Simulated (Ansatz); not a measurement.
## Electronic structure of W₉S₁₆ (cell charge +3, with a compensating background) (cell with a defect) in real space

Input

```
crystal:
  lattice:
    - [-3.154089167, -5.4630426888, 0.0]
    - [6.308178334, 0.0, 0.0]
    - [0.0, 0.0, 12.1448340132]
  atoms:
    - { symbol: W, position: [0.1608672594, 0.8266217503, 0.7379778107] }
    - { symbol: W, position: [0.1609188952, 0.3338115048, 0.737946924] }
    - { symbol: W, position: [0.6504304843, 0.8249443177, 0.7354490714] }
    - { symbol: W, position: [0.6638891025, 0.3315173931, 0.7421053931] }
    - { symbol: W, position: [0.351043334, 0.1746553076, 0.2627328624] }
    - { symbol: W, position: [0.3376028148, 0.6680467326, 0.2560433759] }
    - { symbol: W, position: [0.8406000463, 0.1729848194, 0.2602232639] }
    - { symbol: W, position: [0.8405689994, 0.6659250896, 0.260228323] }
    - { symbol: S, position: [0.1822361677, 0.8521817307, 0.1295705054], spin: 0.143 }
    - { symbol: S, position: [0.1808295996, 0.3286890522, 0.1280809103], spin: 0.143 }
    - { symbol: S, position: [0.6734930609, 0.8381893641, 0.1287360074], spin: 0.143 }
    - { symbol: S, position: [0.677084472, 0.3376678792, 0.1283270206] }
    - { symbol: S, position: [0.3313529221, 0.1653948458, 0.6110631144] }
    - { symbol: S, position: [0.3212367588, 0.6604042317, 0.6065509737] }
    - { symbol: S, position: [0.8252489893, 0.164260475, 0.6096940295] }
    - { symbol: S, position: [0.8252019838, 0.6602700408, 0.6097223369] }
    - { symbol: S, position: [0.1762191909, 0.8353299076, 0.3884673701] }
    - { symbol: S, position: [0.1762614542, 0.3392839555, 0.3884400988] }
    - { symbol: S, position: [0.6700990856, 0.8341983311, 0.3871288882] }
    - { symbol: S, position: [0.6802755914, 0.3392826441, 0.391605028] }
    - { symbol: S, position: [0.3275960407, 0.1608799467, 0.8675679541], spin: 0.143 }
    - { symbol: S, position: [0.3244628436, 0.6620314707, 0.8699234622] }
    - { symbol: S, position: [0.8256181942, 0.151651661, 0.8695696235], spin: 0.143 }
    - { symbol: S, position: [0.8203648849, 0.6681961921, 0.8658063535], spin: 0.143 }
    - { symbol: W, position: [-0.0016538384, -0.0021993596, -0.0001327912], spin: 0.143 }
  host:
    lattice:
      - [3.154089167, 0.0, 0.0]
      - [-1.5770445835, 2.7315213444, 0.0]
      - [0.0, 0.0, 12.1448340132]
    atoms:
      - { symbol: W, position: [0.3333333333, 0.6666666667, 0.75] }
      - { symbol: W, position: [0.6666666667, 0.3333333333, 0.25] }
      - { symbol: S, position: [0.3333333333, 0.6666666667, 0.1203422033] }
      - { symbol: S, position: [0.6666666667, 0.3333333333, 0.6203422033] }
      - { symbol: S, position: [0.3333333333, 0.6666666667, 0.3796577967] }
      - { symbol: S, position: [0.6666666667, 0.3333333333, 0.8796577967] }
total_charge: 3
basis:
  ecutwfc: 420
  xc_grid: 2
kpoints:
  mp_grid: { grid: [3, 3, 2], shift: [0.0, 0.0, 0.5] }
hamiltonian:
  xc: pbe
  dispersion: d3bj
scf:
  occupations: { method: gaussian, width: 0.01 }
output:
  forces: true
  stress: false
  eigenvalues: true
  populations: true
  charged_corrections:
    defect_position: [0.0, 0.0, 0.0]
    epsilon: [[14.17, 0.0, 0.0], [0.0, 14.17, 0.0], [0.0, 0.0, 6.6534]]
  write_density: true
  write_potential: true
  elf: true
  volumetric_format: npy
magnetization:
  spin_polarized: true
relax:
  adjacent_minimum: "off"
  f_tol: 0.025
  max_steps: 45
```

Run with:

```sh
ansatz run input.yaml --threads 4 --pin off --max-ram 10240MiB --backend cpu --events-out ev --progress --plain --runs-dir out
```

The fields are those of the run's last geometry, not of the input's.

Spin-polarised.

Theory: DFT PBE+D3(BJ), scalar-relativistic, plane waves, PAW (Ansatz).

In a PAW calculation such maps are meaningful between the atoms, not at the nuclei.

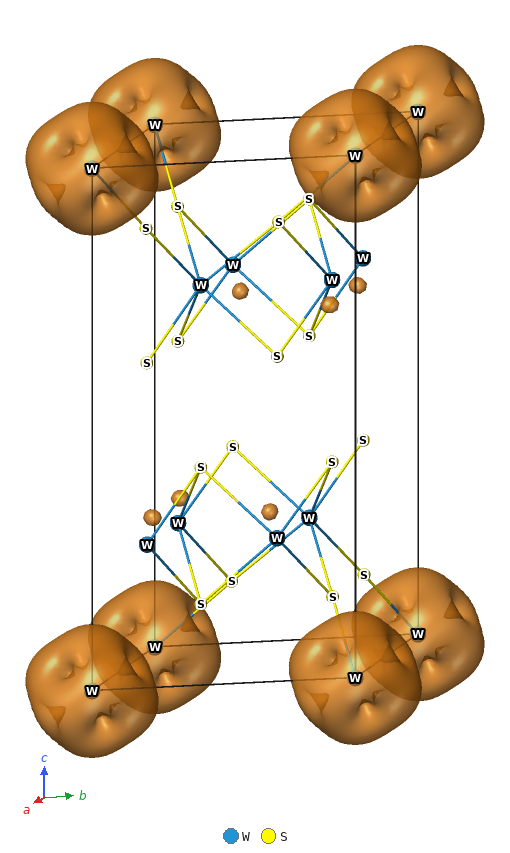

Figure 1. Isosurface of the spin density at +0.04 e/Å³ (orange), seen slightly off an axis. Sticks mark near contacts.

Where is the spin, and how is it ordered?

The spin density sits on W: +1.5 μB in one cell of 25 atoms, with smaller moments on other sites: W (up to +0.05 μB): with much of the spin spread outside that site. The cell of the calculation (25 atoms) carries 3.0 μB of net spin moment.

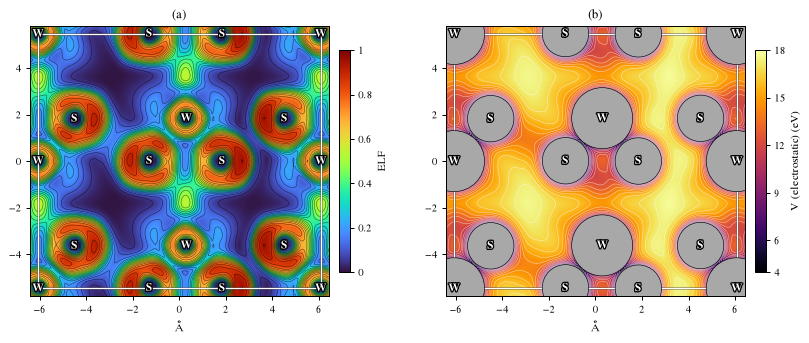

Figure 2. (a) ELF; (b) electrostatic potential (local pseudopotential plus Hartree) felt by an electron on the (110) plane of the calculation cell. Grey discs cover the atomic cores in the potential map.

What do the fields say about this system?

- The section cuts through W and S sites.
- W–S (2.41 Å): the ELF peaks at about 0.85 in the valence shell of S, 0.8 Å from its nucleus, and is about 0.45 at the midpoint.
- The features right at W lie inside the PAW spheres, where the map follows smoothed inner orbitals and isn't to be read closely.
- Outside the cores the potential energy rises away from the atoms and is highest about 2.2 Å from the nearest atoms; its zero is arbitrary.

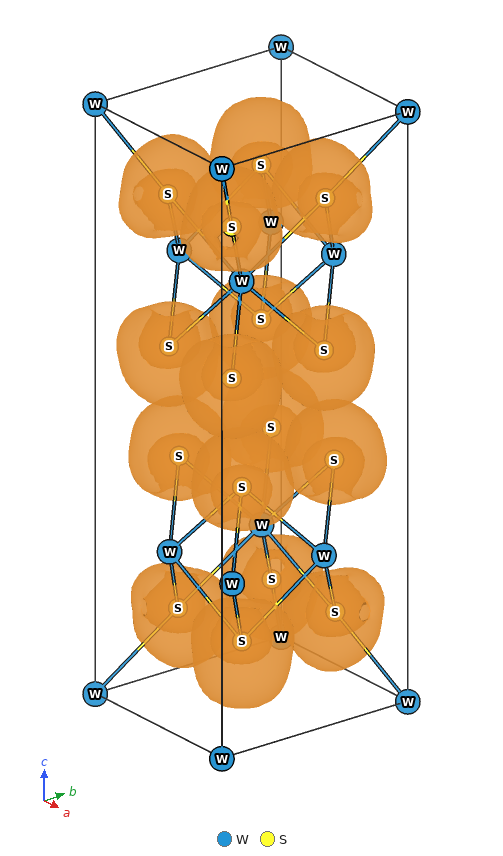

Figure 3. Isosurface of the electron localisation function at 0.75 (orange), seen slightly off an axis. Only the valence region is drawn (cores and ρ < 0.01 e/Å³ removed). Sticks mark near contacts.

Identify the bonds, lone pairs and shells in this picture.

The surface consists of 16 regions wrapped around S (the valence shell of each), counted in one cell of 25 atoms. Regions shared between cells count once. Profiles from the grid: W–S (2.40 Å): the ELF peaks at about 0.85 in the valence shell of S, 0.8 Å from its nucleus, and is about 0.50 at the midpoint.

Metal or insulator at this level of theory?

It is gapped, with a Kohn–Sham gap of 0.30 eV on the k-point mesh (the band edges may lie off the mesh, which would make the gap smaller).
